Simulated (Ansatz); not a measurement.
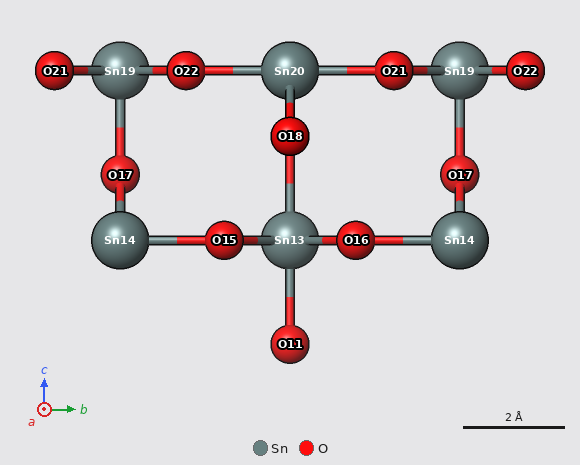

This is the input geometry for a relaxation of a slab of composition Sn4O7 (cut from the P4_2/mnm phase). A ball-and-stick model of the atoms within 5.8 Å of the atom that moves most (axes of the 2 × 1 repeat of the cell, outlined in the plane, without the vacuum), seen along the a axis.

Case: (1 1 0) slab, atoms relaxed. The slab is the (1 1 0) face of SnO2.

All numbers below come from Ansatz 0.2.0, DFT PBEsol, scalar-relativistic, plane waves, PAW.

The input:
```yaml
crystal:
  lattice:
    - [3.2120684225, 0.0, 0.0]
    - [0.0, 6.7443405568, 0.0]
    - [0.0, 0.0, 25.1165108352]
  atoms:
    - { symbol: Sn, position: [0.0, 0.5, 0.2986083556] }
    - { symbol: Sn, position: [0.5, 0.0, 0.2986083556] }
    - { symbol: O, position: [0.5, 0.306276504, 0.2986083556] }
    - { symbol: O, position: [0.5, 0.693723496, 0.2986083556] }
    - { symbol: O, position: [0.0, 0.0, 0.3506274135] }
    - { symbol: O, position: [0.0, 0.5, 0.380850394] }
    - { symbol: Sn, position: [0.0, 0.0, 0.4328694519] }
    - { symbol: Sn, position: [0.5, 0.5, 0.4328694519] }
    - { symbol: O, position: [0.5, 0.806276504, 0.4328694519] }
    - { symbol: O, position: [0.5, 0.193723496, 0.4328694519] }
    - { symbol: O, position: [0.0, 0.5, 0.4848885098] }
    - { symbol: O, position: [0.0, 0.0, 0.5151114902] }
    - { symbol: Sn, position: [0.0, 0.5, 0.5671305481] }
    - { symbol: Sn, position: [0.5, 0.0, 0.5671305481] }
    - { symbol: O, position: [0.5, 0.306276504, 0.5671305481] }
    - { symbol: O, position: [0.5, 0.693723496, 0.5671305481] }
    - { symbol: O, position: [0.0, 0.0, 0.619149606] }
    - { symbol: O, position: [0.0, 0.5, 0.6493725865] }
    - { symbol: Sn, position: [0.0, 0.0, 0.7013916444] }
    - { symbol: Sn, position: [0.5, 0.5, 0.7013916444] }
    - { symbol: O, position: [0.5, 0.806276504, 0.7013916444] }
    - { symbol: O, position: [0.5, 0.193723496, 0.7013916444] }
basis:
  ecutwfc: 420
kpoints:
  mp_grid: { grid: [8, 4, 1] }
hamiltonian:
  xc: pbesol
scf:
  occupations: { method: gaussian, width: 0.05 }
output:
  forces: true
  eigenvalues: true
  write_density: true
  write_potential: true
  elf: true
  volumetric_format: npy
relax:
  adjacent_minimum: "off"
  f_tol: 0.02
  max_steps: 60
efield:
  axis: 3
  dipole_correction: true
  ramp_width: 0.04
```

Command:
```bash
ansatz run input.yaml --threads 2 --pin off --max-ram 5120MiB --backend cpu --events-out ev --progress --plain --runs-dir out
```

Question: Predict the outcome.

Answer: After 6 geometry steps the energy has fallen by 0.953 eV per cell of the calculation. Largest force component: 1.7 eV/Å at the start, 0.01 eV/Å at the end. The largest moves relative to the layer's centre, 0.31 Å, are those of Sn2 and Sn20. Sn20 goes along the normal (+c). By element the largest moves are Sn 0.31 Å, O 0.19 Å. The cell doesn't change. Some distances before and after: O17–Sn19 2.066 → 1.987 Å, O18–Sn20 2.070 → 2.147 Å, O11–Sn13 2.066 → 2.109 Å, Sn19–O21 2.070 → 2.051 Å. Among the angles between lasting bonds that change: O21–Sn19–O22 180.0° → 160.7°, O21–Sn20–O22 180.0° → 168.8°, O17–Sn19–O21 90.0° → 99.7°. The run took 2.6 min on 2 threads of AMD EPYC 9R45 96-Core Processor (Zen 5) (shared host), peak memory 1.5 GiB.

History of the run:

```tsv
step	E − E(0), meV/atom	largest force component, eV/Å
0	0.00	1.6909
1	-30.72	0.7314
2	-40.07	0.4087
3	-42.63	0.1036
4	-43.23	0.0920
5	-43.31	0.0282
6	-43.32	0.0105
```

After the run, drawn alike:

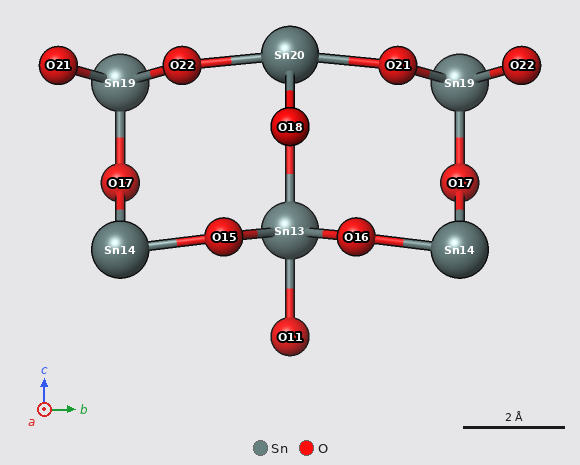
